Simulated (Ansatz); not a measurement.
**Geometry relaxation of Cu (part 1 of 3)**

- system: Cu (slab, 28 atoms in the cell)
- method: DFT PBE+D3(BJ), scalar-relativistic, plane waves, PAW, no spin polarisation (Ansatz 0.2.0)

The structure derives from an entry of the Crystallography Open Database. The input holds or restrains some coordinates. Forces given for the steps count only the free coordinates.

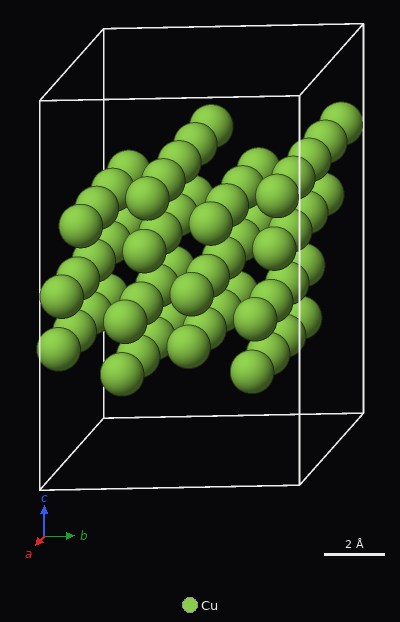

The structure as given in the input (spheres-only view of the 2 × 1 repeat of the cell, with the vacuum cut short, seen slightly off an axis). An atom can appear more than once, as a periodic image.

### Input file
```yaml
crystal:
  lattice:
    - [5.0393683997, 0.0, 0.0]
    - [-2.5196841998, 8.356847081, 0.0]
    - [0.0, 0.0, 23.4463817167]
  atoms:
    - { symbol: Cu, position: [0.1363636364, 0.7727272727, 0.362529285] }
    - { symbol: Cu, position: [0.1363636364, 0.2727272727, 0.362529285] }
    - { symbol: Cu, position: [0.6363636364, 0.7727272727, 0.362529285] }
    - { symbol: Cu, position: [0.6363636364, 0.2727272727, 0.362529285] }
    - { symbol: Cu, position: [0.2727272727, 0.5454545455, 0.4083528567] }
    - { symbol: Cu, position: [0.2727272727, 0.0454545455, 0.4083528567] }
    - { symbol: Cu, position: [0.7727272727, 0.5454545455, 0.4083528567] }
    - { symbol: Cu, position: [0.7727272727, 0.0454545455, 0.4083528567] }
    - { symbol: Cu, position: [0.4090909091, 0.3181818182, 0.4541764283] }
    - { symbol: Cu, position: [0.4090909091, 0.8181818182, 0.4541764283] }
    - { symbol: Cu, position: [0.9090909091, 0.3181818182, 0.4541764283] }
    - { symbol: Cu, position: [0.9090909091, 0.8181818182, 0.4541764283] }
    - { symbol: Cu, position: [0.5454545455, 0.0909090909, 0.5] }
    - { symbol: Cu, position: [0.5454545455, 0.5909090909, 0.5] }
    - { symbol: Cu, position: [0.0454545455, 0.0909090909, 0.5] }
    - { symbol: Cu, position: [0.0454545455, 0.5909090909, 0.5] }
    - { symbol: Cu, position: [0.6818181818, 0.8636363636, 0.5458235717] }
    - { symbol: Cu, position: [0.6818181818, 0.3636363636, 0.5458235717] }
    - { symbol: Cu, position: [0.1818181818, 0.8636363636, 0.5458235717] }
    - { symbol: Cu, position: [0.1818181818, 0.3636363636, 0.5458235717] }
    - { symbol: Cu, position: [0.8181818182, 0.6363636364, 0.5916471433] }
    - { symbol: Cu, position: [0.8181818182, 0.1363636364, 0.5916471433] }
    - { symbol: Cu, position: [0.3181818182, 0.6363636364, 0.5916471433] }
    - { symbol: Cu, position: [0.3181818182, 0.1363636364, 0.5916471433] }
    - { symbol: Cu, position: [0.9545454545, 0.4090909091, 0.637470715] }
    - { symbol: Cu, position: [0.9545454545, 0.9090909091, 0.637470715] }
    - { symbol: Cu, position: [0.4545454545, 0.4090909091, 0.637470715] }
    - { symbol: Cu, position: [0.4545454545, 0.9090909091, 0.637470715] }
basis:
  ecutwfc: 420
kpoints:
  mp_grid: { grid: [6, 4, 1] }
hamiltonian:
  xc: pbe
  dispersion: d3bj
scf:
  occupations: { method: gaussian, width: 0.1 }
output:
  forces: true
  eigenvalues: true
  write_density: true
  write_potential: true
  elf: true
  volumetric_format: npy
relax:
  adjacent_minimum: "off"
  f_tol: 0.03
  max_steps: 70
  constraints: [{ sites: [0, 1, 2, 3, 4, 5, 6, 7, 8, 9, 10, 11] }]
efield:
  axis: 3
  dipole_correction: true
```

Launch command:
```bash
ansatz run input.yaml --threads 8 --pin off --max-ram 22528MiB --backend cpu --events-out ev --progress --plain --runs-dir out
```

### Log
```
Warning: crystal.symmetry: narrowed to the stabiliser of the k-point mesh — unitary ops 8 → 4; excluded 4 operations that carry a point of the 6×4×1 mesh (shift [0, 0, 0]) off the mesh (the run samples exactly the mesh kpoints.mp_grid names, as under crystal.symmetry.detect: false, and its converged state has the mesh's symmetry, not the crystal's; ε∞, the Born charges and the force constants of a linear response (`dielectric:` by the response, `phonons.method: dfpt`) are averaged over those of the crystal's operations that the state keeps within a tolerance, where `mesh_tensors`, `unaveraged_element` or `gamma_mean_max_change_ev_ang2` stands beside them; a row that `dielectric.field_direction` solves alone is averaged likewise, with nothing beside; a Γ-centred mesh of equal divisions is mapped onto itself by every operation and keeps the whole group, as does a half-shifted one under kpoints.further_shifts: images)
Engine: ansatz 0.2.0, aarch64-unknown-linux-gnu
Pseudopotentials: kind: paw
Pseudopotential: Cu, paw, valence charge 19, recommended cutoff 420 eV (normal), Cu.paw.azcp
Functional definition: PBE
  parameter kappa = 0.804
  parameter beta = 0.06672455060314922
  exchange = pbe_x(kappa = kappa, mu = beta*pi^2/3)
  correlation = pbe_c(beta = beta)
Crystal: 28 atoms, lattice volume = 987.403 Å³
Basis set: ecut = 420 eV, 19325 PW (Γ), exchange–correlation on 72×120×320 points (8 copies of the dense FFT grid, shifted against one another)
Bands: 320, of which v1, the nominal top of the filled ones, is band 266 counted from 1 (265 counted from 0)
Symmetry: 4 space group operations
k-points: 14 of 24 (time reversal used)
Non-local potential: Cu, projectors of the file, l = 0: 3, l = 1: 2, l = 2: 3, l = 3: 1
PAW form: soft (Blöchl's): semilocal exchange-correlation on the pseudo side does not see the compensation charge
PAW one-centre angular grid: Cu, 590 points (default); XC on 64 Gauss nodes
Initial density: superposition of atomic densities (neutral atoms: chi_scale 0, normalization atom), corrected by the library's trained network
Initial wavefunctions: pseudopotential atomic-orbital guess
Functional: x = pbe(κ = 0.804, μ = 0.2195149727645171), c = pbe(β = 0.06672455060314922)
SCF iter   1: F=—  HF=-185507.992217 eV  |F-HF|=—  |Δ(HF+E_count)|=         —  Δρ=1.43e-3  dr2=1.41e-1  ethr=1.77e-3  p=0.000 e·Å  D=2.14e-13 V/Å  ΔV_dip=-0.00 eV  dr2_dipole=2.81e-8  V_vac-E_F(+/−)=4.29/4.29 eV  ⟨swp⟩=6.7  Hψ=17937  notcnv=0  defer=353
efield: sawtooth ramp at fractional position 0.9500 (placed from the atoms, in the widest stretch of the axis that holds none; the zero of the levels goes with the place), width 0.1000; the density the first Hamiltonian is built on has a dipole p = 0.000 e·Å; the dipole correction subtracts the counter field D = 2.14e-13 V/Å, which shifts the + side's vacuum level by -0.00 eV against the − side's; the planar-averaged density in the ramp window peaks in size at 6.3e-6 e/Å³
preconditioner: auto → LDOS  [metal: Δε(μ)=0.014 eV  Ē_g=8.044 eV  σ=0.100 eV  W_gap=0.08  n_scr=236 (ndim 8)  ℏωp=20.7 eV  f_vac=0.622  D(μ)=11.82/eV (n_scr^D=48)  β→1.0]
SCF iter   2: F=—  HF=-185508.043334 eV  |F-HF|=—  |Δ(HF+E_count)|=   5.11e-2  Δρ=3.87e-3  dr2=9.10e-2  ethr=2.64e-5  p=0.000 e·Å  D=2.47e-6 V/Å  ΔV_dip=-0.00 eV  dr2_dipole=8.95e-12  V_vac-E_F(+/−)=4.41/4.41 eV  ⟨swp⟩=2.6  Hψ=9048  notcnv=0  defer=493
SCF iter   3: F=—  HF=-185508.025414 eV  |F-HF|=—  |Δ(HF+E_count)|=   1.79e-2  Δρ=5.09e-4  dr2=3.49e-3  ethr=1.71e-5  p=-0.000 e·Å  D=-2.09e-6 V/Å  ΔV_dip=0.00 eV  dr2_dipole=2.09e-8  V_vac-E_F(+/−)=4.41/4.41 eV  ⟨swp⟩=2.0  Hψ=5923  notcnv=0  defer=493
SCF iter   4: F=—  HF=-185508.025832 eV  |F-HF|=—  |Δ(HF+E_count)|=   4.18e-4  Δρ=6.74e-4  dr2=4.52e-3  ethr=6.56e-7  p=-0.000 e·Å  D=-1.45e-6 V/Å  ΔV_dip=0.00 eV  dr2_dipole=1.37e-8  V_vac-E_F(+/−)=4.42/4.42 eV  ⟨swp⟩=2.9  Hψ=7834  notcnv=0  defer=493
SCF iter   5: F=—  HF=-185508.025579 eV  |F-HF|=—  |Δ(HF+E_count)|=   2.53e-4  Δρ=3.48e-4  dr2=8.32e-4  ethr=6.56e-7  p=-0.000 e·Å  D=-5.20e-7 V/Å  ΔV_dip=0.00 eV  dr2_dipole=2.79e-8  V_vac-E_F(+/−)=4.44/4.44 eV  ⟨swp⟩=2.0  Hψ=5910  notcnv=0  defer=493
SCF iter   6: F=—  HF=-185508.025499 eV  |F-HF|=—  |Δ(HF+E_count)|=   7.96e-5  Δρ=8.46e-5  dr2=5.84e-5  ethr=1.56e-7  p=-0.000 e·Å  D=-1.27e-7 V/Å  ΔV_dip=0.00 eV  dr2_dipole=8.29e-11  V_vac-E_F(+/−)=4.45/4.45 eV  ⟨swp⟩=2.1  Hψ=5854  notcnv=0  defer=493
SCF iter   7: F=-185508.025541 eV  HF=-185508.025528 eV  |F-HF|=1.23e-5  |Δ(HF+E_count)|=   2.90e-5  Δρ=3.77e-5  dr2=1.08e-5  ethr=4.23e-9  p=-0.000 e·Å  D=-1.10e-6 V/Å  ΔV_dip=0.00 eV  dr2_dipole=3.87e-9  V_vac-E_F(+/−)=4.45/4.45 eV  ⟨swp⟩=25.1  Hψ=54202  notcnv=0
SCF 1 converged in 7 iterations: F = -185508.025541 eV  dr2 = 1.08e-5
  greatest PAW one-centre occupation: 1.000 electrons in one spin orbital (limit 2), on the Cu atom at site 3 (counted from 0), in its partial waves of l = 0
relax step   1: F+E_penalty+E_count = -185508.02554077 eV  Δ(F+E_penalty+E_count) = +0.000e0 eV  max|allowed force component| = 3.521e-1 eV/Å  Δτ_max = 0.0000 Å  (7 SCF iters, dr2 threshold 2.25e-5 eV, accepted)
Initial density: handed on by an earlier stage of this run
Initial wavefunctions: those handed on with the density
iter 1 solved again at ethr=3.04e-6 eV; its pass at ethr=3.10e-3 eV (dr2=1.62e-2 eV) is discarded
SCF iter   1: F=—  HF=-185508.080966 eV  |F-HF|=—  |Δ(HF+E_count)|=         —  Δρ=1.79e-3  dr2=1.65e-2  ethr=3.04e-6  p=-0.000 e·Å  D=-9.99e-7 V/Å  ΔV_dip=0.00 eV  dr2_dipole=3.07e-4  V_vac-E_F(+/−)=4.45/4.45 eV  ⟨swp⟩=2.9  Hψ=12773  notcnv=0  defer=627
efield: sawtooth ramp at fractional position 0.9500 (handed on by an earlier solve), width 0.1000; the density the first Hamiltonian is built on has a dipole p = -0.000 e·Å; the dipole correction subtracts the counter field D = -9.99e-7 V/Å, which shifts the + side's vacuum level by +0.00 eV against the − side's; the planar-averaged density in the ramp window peaks in size at 6.6e-7 e/Å³
preconditioner: auto → LDOS  [metal: Δε(μ)=0.026 eV  Ē_g=8.115 eV  σ=0.100 eV  W_gap=0.15  n_scr=236 (ndim 8)  ℏωp=20.7 eV  f_vac=0.622  D(μ)=11.63/eV (n_scr^D=48)  β→1.0]
SCF iter   2: F=—  HF=-185508.074501 eV  |F-HF|=—  |Δ(HF+E_count)|=   6.46e-3  Δρ=1.03e-3  dr2=8.87e-3  ethr=3.04e-6  p=-0.004 e·Å  D=-8.22e-4 V/Å  ΔV_dip=0.02 eV  dr2_dipole=5.80e-4  V_vac-E_F(+/−)=4.47/4.45 eV  ⟨swp⟩=2.0  Hψ=7198  notcnv=0  defer=627
SCF iter   3: F=—  HF=-185508.074098 eV  |F-HF|=—  |Δ(HF+E_count)|=   4.03e-4  Δρ=1.06e-3  dr2=6.70e-3  ethr=1.67e-6  p=-0.002 e·Å  D=-3.49e-4 V/Å  ΔV_dip=0.01 eV  dr2_dipole=9.06e-6  V_vac-E_F(+/−)=4.46/4.45 eV  ⟨swp⟩=2.0  Hψ=7256  notcnv=0  defer=627
SCF iter   4: F=—  HF=-185508.072780 eV  |F-HF|=—  |Δ(HF+E_count)|=   1.32e-3  Δρ=2.24e-4  dr2=3.37e-4  ethr=1.26e-6  p=-0.003 e·Å  D=-5.74e-4 V/Å  ΔV_dip=0.01 eV  dr2_dipole=9.72e-8  V_vac-E_F(+/−)=4.47/4.45 eV  ⟨swp⟩=2.0  Hψ=6307  notcnv=0  defer=627
SCF iter   5: F=—  HF=-185508.072765 eV  |F-HF|=—  |Δ(HF+E_count)|=   1.57e-5  Δρ=1.56e-4  dr2=1.39e-4  ethr=6.33e-8  p=-0.004 e·Å  D=-6.43e-4 V/Å  ΔV_dip=0.02 eV  dr2_dipole=7.72e-9  V_vac-E_F(+/−)=4.47/4.45 eV  ⟨swp⟩=2.4  Hψ=6833  notcnv=0  defer=627
SCF iter   6: F=-185508.072738 eV  HF=-185508.072738 eV  |F-HF|=8.34e-8  |Δ(HF+E_count)|=   2.65e-5  Δρ=1.78e-5  dr2=3.66e-6  ethr=1.46e-9  p=-0.004 e·Å  D=-6.63e-4 V/Å  ΔV_dip=0.02 eV  dr2_dipole=8.21e-7  V_vac-E_F(+/−)=4.47/4.45 eV  ⟨swp⟩=19.2  Hψ=45823  notcnv=0
SCF 2 converged in 6 iterations: F = -185508.072738 eV  dr2 = 3.66e-6
relax step   2: F+E_penalty+E_count = -185508.07273811 eV  Δ(F+E_penalty+E_count) = -4.720e-2 eV  max|allowed force component| = 2.455e-1 eV/Å  Δτ_max = 0.0286 Å  (6 SCF iters, dr2 threshold 7.75e-6 eV, accepted)
SCF iter   1: F=—  HF=-185508.159538 eV  |F-HF|=—  |Δ(HF+E_count)|=         —  Δρ=4.12e-3  dr2=8.73e-2  ethr=1.64e-4  p=-0.004 e·Å  D=-6.62e-4 V/Å  ΔV_dip=0.02 eV  dr2_dipole=4.42e-6  V_vac-E_F(+/−)=4.47/4.45 eV  ⟨swp⟩=4.2  Hψ=9037  notcnv=0  defer=624
efield: sawtooth ramp at fractional position 0.9500 (handed on by an earlier solve), width 0.1000; the density the first Hamiltonian is built on has a dipole p = -0.004 e·Å; the dipole correction subtracts the counter field D = -6.62e-4 V/Å, which shifts the + side's vacuum level by +0.02 eV against the − side's; the planar-averaged density in the ramp window peaks in size at 6.9e-6 e/Å³
preconditioner: auto → LDOS  [metal: Δε(μ)=0.015 eV  Ē_g=8.114 eV  σ=0.100 eV  W_gap=0.08  n_scr=236 (ndim 8)  ℏωp=20.7 eV  f_vac=0.622  D(μ)=11.67/eV (n_scr^D=48)  β→1.0]
SCF iter   2: F=—  HF=-185508.126195 eV  |F-HF|=—  |Δ(HF+E_count)|=   3.33e-2  Δρ=2.66e-3  dr2=6.47e-2  ethr=1.64e-5  p=-0.013 e·Å  D=-2.47e-3 V/Å  ΔV_dip=0.06 eV  dr2_dipole=6.76e-3  V_vac-E_F(+/−)=4.52/4.46 eV  ⟨swp⟩=2.0  Hψ=8566  notcnv=0  defer=624
SCF iter   3: F=—  HF=-185508.123232 eV  |F-HF|=—  |Δ(HF+E_count)|=   2.96e-3  Δρ=2.59e-3  dr2=3.81e-2  ethr=1.22e-5  p=-0.008 e·Å  D=-1.54e-3 V/Å  ΔV_dip=0.04 eV  dr2_dipole=2.27e-5  V_vac-E_F(+/−)=4.49/4.45 eV  ⟨swp⟩=2.0  Hψ=7299  notcnv=0  defer=624
SCF iter   4: F=—  HF=-185508.115538 eV  |F-HF|=—  |Δ(HF+E_count)|=   7.69e-3  Δρ=3.17e-4  dr2=9.37e-4  ethr=7.17e-6  p=-0.012 e·Å  D=-2.17e-3 V/Å  ΔV_dip=0.05 eV  dr2_dipole=1.55e-4  V_vac-E_F(+/−)=4.50/4.45 eV  ⟨swp⟩=2.0  Hψ=6344  notcnv=0  defer=624
SCF iter   5: F=—  HF=-185508.115418 eV  |F-HF|=—  |Δ(HF+E_count)|=   1.20e-4  Δρ=3.68e-4  dr2=8.87e-4  ethr=1.76e-7  p=-0.013 e·Å  D=-2.44e-3 V/Å  ΔV_dip=0.06 eV  dr2_dipole=5.79e-5  V_vac-E_F(+/−)=4.50/4.45 eV  ⟨swp⟩=3.0  Hψ=9404  notcnv=0  defer=624
SCF iter   6: F=—  HF=-185508.115269 eV  |F-HF|=—  |Δ(HF+E_count)|=   1.49e-4  Δρ=4.70e-5  dr2=6.63e-5  ethr=1.67e-7  p=-0.014 e·Å  D=-2.50e-3 V/Å  ΔV_dip=0.06 eV  dr2_dipole=2.66e-5  V_vac-E_F(+/−)=4.51/4.45 eV  ⟨swp⟩=2.0  Hψ=5905  notcnv=0  defer=624
SCF iter   7: F=—  HF=-185508.115282 eV  |F-HF|=—  |Δ(HF+E_count)|=   1.33e-5  Δρ=5.11e-5  dr2=2.29e-5  ethr=1.25e-8  p=-0.014 e·Å  D=-2.61e-3 V/Å  ΔV_dip=0.06 eV  dr2_dipole=3.81e-6  V_vac-E_F(+/−)=4.51/4.45 eV  ⟨swp⟩=2.0  Hψ=5991  notcnv=0  defer=624
SCF iter   8: F=-185508.115281 eV  HF=-185508.115282 eV  |F-HF|=1.45e-6  |Δ(HF+E_count)|=   3.45e-7  Δρ=2.20e-5  dr2=3.62e-6  ethr=7.08e-10  p=-0.014 e·Å  D=-2.64e-3 V/Å  ΔV_dip=0.06 eV  dr2_dipole=4.60e-7  V_vac-E_F(+/−)=4.51/4.45 eV  ⟨swp⟩=19.4  Hψ=43801  notcnv=0
SCF 3 converged in 8 iterations: F = -185508.115281 eV  dr2 = 3.62e-6
relax step   3: F+E_penalty+E_count = -185508.11528083 eV  Δ(F+E_penalty+E_count) = -4.254e-2 eV  max|allowed force component| = 9.688e-3 eV/Å  Δτ_max = 0.0645 Å  (8 SCF iters, dr2 threshold 3.77e-6 eV, accepted)
iter 1 solved again at ethr=6.82e-10 eV; its pass at ethr=3.10e-3 eV (dr2=3.63e-6 eV) is discarded
SCF iter   1: F=—  HF=-185508.115298 eV  |F-HF|=—  |Δ(HF+E_count)|=         —  Δρ=2.20e-5  dr2=3.63e-6  ethr=6.82e-10  p=-0.014 e·Å  D=-2.64e-3 V/Å  ΔV_dip=0.06 eV  dr2_dipole=4.63e-7  V_vac-E_F(+/−)=4.51/4.45 eV  ⟨swp⟩=1.0  Hψ=10416  notcnv=0
efield: sawtooth ramp at fractional position 0.9500 (handed on by an earlier solve), width 0.1000; the density the first Hamiltonian is built on has a dipole p = -0.014 e·Å; the dipole correction subtracts the counter field D = -2.64e-3 V/Å, which shifts the + side's vacuum level by +0.06 eV against the − side's; the planar-averaged density in the ramp window peaks in size at 6.7e-6 e/Å³
preconditioner: auto → LDOS  [metal: Δε(μ)=0.018 eV  Ē_g=8.127 eV  σ=0.100 eV  W_gap=0.10  n_scr=236 (ndim 8)  ℏωp=20.7 eV  f_vac=0.622  D(μ)=11.63/eV (n_scr^D=48)  β→1.0]
SCF iter   2: F=—  HF=-185508.115287 eV  |F-HF|=—  |Δ(HF+E_count)|=   1.05e-5  Δρ=5.43e-5  dr2=1.63e-5  ethr=6.82e-10  p=-0.014 e·Å  D=-2.65e-3 V/Å  ΔV_dip=0.06 eV  dr2_dipole=2.90e-9  V_vac-E_F(+/−)=4.51/4.45 eV  ⟨swp⟩=2.5  Hψ=7579  notcnv=0
SCF iter   3: F=—  HF=-185508.115284 eV  |F-HF|=—  |Δ(HF+E_count)|=   2.61e-6  Δρ=1.36e-5  dr2=1.22e-6  ethr=6.82e-10  p=-0.015 e·Å  D=-2.67e-3 V/Å  ΔV_dip=0.06 eV  dr2_dipole=1.01e-7  V_vac-E_F(+/−)=4.51/4.45 eV  ⟨swp⟩=2.3  Hψ=7435  notcnv=0
SCF iter   4: F=—  HF=-185508.115284 eV  |F-HF|=—  |Δ(HF+E_count)|=   4.18e-8  Δρ=7.30e-6  dr2=3.46e-7  ethr=2.30e-10  p=-0.015 e·Å  D=-2.67e-3 V/Å  ΔV_dip=0.06 eV  dr2_dipole=1.35e-8  V_vac-E_F(+/−)=4.51/4.45 eV  ⟨swp⟩=2.0  Hψ=6685  notcnv=0
iter 5 did not close the SCF: its close was put off until two iterations running show no level that it waits for move by more than its bar (scf_convergence_deferred on its scf_iter line)
SCF iter   5: F=-185508.115284 eV  HF=-185508.115284 eV  |F-HF|=3.16e-8  |Δ(HF+E_count)|=   4.39e-8  Δρ=1.01e-6  dr2=1.12e-8  ethr=1.88e-11  p=-0.015 e·Å  D=-2.67e-3 V/Å  ΔV_dip=0.06 eV  dr2_dipole=3.21e-9  V_vac-E_F(+/−)=4.51/4.45 eV  ⟨swp⟩=12.9  Hψ=35323  notcnv=0
iter 6 did not close the SCF: its close was put off until two iterations running show no level that it waits for move by more than its bar (scf_convergence_deferred on its scf_iter line)
SCF iter   6: F=-185508.115284 eV  HF=-185508.115284 eV  |F-HF|=2.36e-9  |Δ(HF+E_count)|=   3.64e-8  Δρ=6.79e-7  dr2=3.35e-9  ethr=2.10e-12  p=-0.015 e·Å  D=-2.67e-3 V/Å  ΔV_dip=0.06 eV  dr2_dipole=3.49e-10  V_vac-E_F(+/−)=4.51/4.45 eV  ⟨swp⟩=8.9  Hψ=28861  notcnv=0
SCF iter   7: F=-185508.115284 eV  HF=-185508.115284 eV  |F-HF|=2.39e-9  |Δ(HF+E_count)|=   3.64e-9  Δρ=2.12e-7  dr2=4.96e-10  ethr=1.00e-12  p=-0.015 e·Å  D=-2.67e-3 V/Å  ΔV_dip=0.06 eV  dr2_dipole=6.71e-12  V_vac-E_F(+/−)=4.51/4.45 eV  ⟨swp⟩=8.4  Hψ=27943  notcnv=0
SCF 4 converged in 7 iterations: F = -185508.115284 eV  dr2 = 4.96e-10
relax step   4: F+E_penalty+E_count = -185508.11528444 eV  Δ(F+E_penalty+E_count) = -3.607e-6 eV  max|allowed force component| = 9.610e-3 eV/Å  Δτ_max = 0.0000 Å  (7 SCF iters, accepted)
```

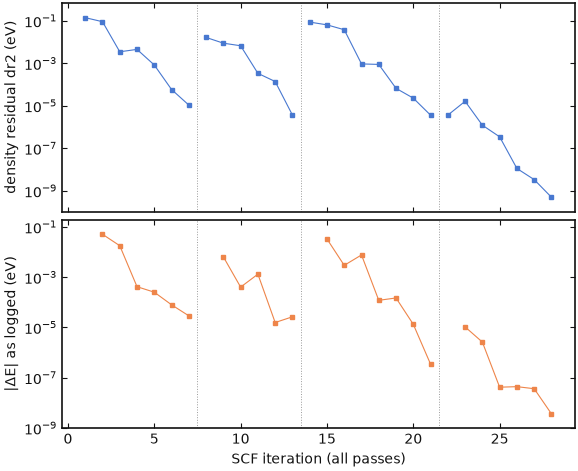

Convergence of the self-consistent field: density residual dr2 and size of the energy change against the SCF iteration. The dotted lines part the SCF passes of the relaxation: geometry steps, rejected trials and re-solves on a re-selected basis. The passes take 7, 6, 8 and 7 iterations.
